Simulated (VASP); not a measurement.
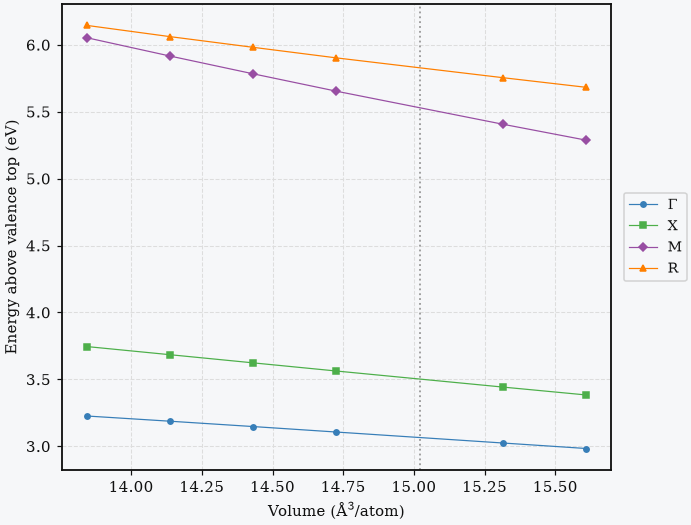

Lowest conduction level at each named k point, counted from the valence-band top at R. One run is left out (dotted line).

System: cubic perovskite-type BaZrO$_{3}$, space group Pm-3m (No. 221), 5 atoms in the cell. The cell is scaled uniformly. Level of theory: PBEsol, VASP PAW PBE potentials, release 64 (Ba_sv, Zr_sv, O), no spin polarisation, no spin-orbit coupling, 6×6×6 k mesh, 520 eV cutoff; code VASP 6.6.1.

| volume | Γ (eV) | X (eV) | M (eV) | R (eV) |
| --- | --- | --- | --- | --- |
| 13.84 Å³/atom | 3.23 | 3.75 | 6.05 | 6.15 |
| 14.14 Å³/atom | 3.19 | 3.68 | 5.92 | 6.06 |
| 14.43 Å³/atom | 3.15 | 3.62 | 5.78 | 5.98 |
| 14.73 Å³/atom | 3.11 | 3.56 | 5.65 | 5.90 |
| 15.32 Å³/atom | 3.02 | 3.44 | 5.41 | 5.75 |
| 15.61 Å³/atom | 2.98 | 3.38 | 5.29 | 5.68 |

What does the missing run, at 15.02 Å³/atom, give?

Fits through the other points against the logarithm of the volume give 3.06 eV at Γ, 3.50 eV at X, 5.53 eV at M and 5.83 eV at R (straight lines). The run itself gives 3.07, 3.50, 5.53 and 5.83 eV, within 0.01 eV of the estimates.

The PAW data sets were made with another functional. LDA, GGA and most meta-GGA functionals understate gaps.
